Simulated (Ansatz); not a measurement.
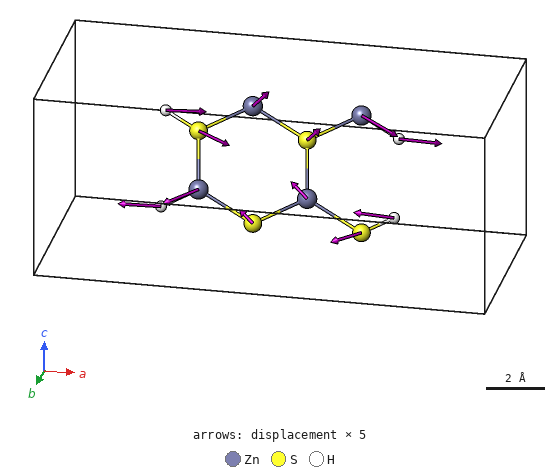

This is a relaxation of a wire of composition ZnHS. The starting structure is drawn; purple arrows show the displacements (the part carried along by the change of the cell is left out), 5 times their true length.

Style: ball-and-stick. Shown: the cell of the calculation, with the vacuum cut short, from a free direction.

Case: armchair ribbon, 4 formula units a period, edges capped with H.

The calculation used Ansatz 0.2.0, DFT PBE, scalar-relativistic, plane waves, PAW.

The input:
```yaml
crystal:
  lattice:
    - [17.5, 0.0, 0.0]
    - [0.0, 9.3, 0.0]
    - [0.0, 0.0, 6.7309005008]
  atoms:
    - { symbol: Zn, position: [0.5555155317, 0.5, 0.3333333333] }
    - { symbol: Zn, position: [0.666546595, 0.5, 0.8333333333] }
    - { symbol: Zn, position: [0.333453405, 0.5, 0.3333333333] }
    - { symbol: Zn, position: [0.4444844683, 0.5, 0.8333333333] }
    - { symbol: S, position: [0.666546595, 0.5, 0.1666666667] }
    - { symbol: S, position: [0.4444844683, 0.5, 0.1666666667] }
    - { symbol: S, position: [0.5555155317, 0.5, 0.6666666667] }
    - { symbol: S, position: [0.333453405, 0.5, 0.6666666667] }
    - { symbol: H, position: [0.7432517022, 0.5, 0.7181927218] }
    - { symbol: H, position: [0.2567482978, 0.5, 0.2181927218] }
    - { symbol: H, position: [0.733354269, 0.5, 0.2669504251] }
    - { symbol: H, position: [0.266645731, 0.5, 0.7669504251] }
basis:
  ecutwfc: 420
kpoints:
  mp_grid: { grid: [1, 1, 5] }
hamiltonian:
  xc: pbe
scf:
  occupations: { method: gaussian, width: 0.05 }
output:
  forces: true
  stress: true
  eigenvalues: true
  populations: true
  write_density: true
  write_potential: true
  elf: true
  volumetric_format: npy
relax:
  adjacent_minimum: "off"
  f_tol: 0.02
  max_steps: 45
  cell: { fix: [a, b, alpha, beta, gamma], stress_tol: 0.03 }
```

Command:
```bash
ansatz run input.yaml --threads 4 --pin off --max-ram 11264MiB --backend cpu --events-out ev --progress --plain --runs-dir out
```

Q: Describe the change and its energy.

A: The largest moves relative to the centre of the atoms, 0.31 Å, are those of H9 and H10. Largest moves by element: H 0.31 Å, Zn 0.30 Å, S 0.25 Å. Along the periodic axis the drawn cell goes c 6.731 → 6.707 Å (−0.4 %). Some distances before and after: Zn2–S5 2.244 → 2.331 Å, Zn2–S7 2.244 → 2.282 Å, Zn1–S5 2.244 → 2.272 Å, Zn1–S7 2.244 → 2.223 Å. Among the angles between lasting bonds that change: S5–Zn2–S7 120.0° → 100.5°, Zn1–S5–Zn2 120.0° → 138.2°, S7–Zn2–H9 120.0° → 132.6°. After 6 accepted moves (7 points after the start) the energy has fallen by 0.440 eV per cell of the calculation. The largest force component goes from 0.74 to 0.014 eV/Å. At 1 point the geometry stayed and the basis and grid were re-selected for the new cell (energy shift of 0.4 meV per cell of the calculation at most each time).
